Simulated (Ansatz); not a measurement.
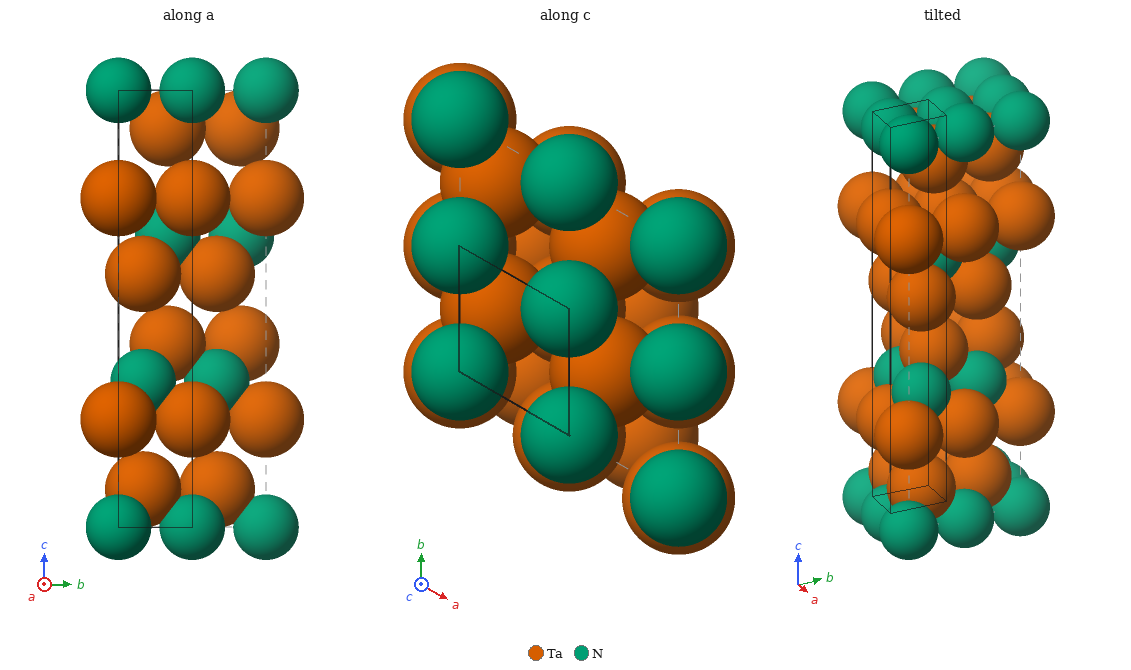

A space-filling rendering, viewed along the a axis, along the c axis and slightly off an axis. The picture spans 2×2×1 cells, one conventional unit cell being drawn with solid lines. Cell: a = 3.013 Å, b = 3.013 Å, c = 15.461 Å, α = 90.00°, β = 90.00°, γ = 120.00°.

Describe this structure.

Composition: Ta2N. Space group R-3m (No. 166), lattice rhombohedral (trigonal R). The cell comprises 3 formula units: 6 Ta, 3 N. The coordination shell of Ta holds nine Ta and three N (about 3.0 Å to Ta, 2.2 Å to N). The coordination shell of N holds six Ta in an octahedral arrangement at about 2.2 Å. Not all metal-metal contacts are counted.

Its origin is a structure listed in the Materials Project, with elements exchanged, so it need not be a known form of the compound. Atoms and cell were optimised with DFT PBE, scalar-relativistic, plane waves, PAW in Ansatz 0.2.0.
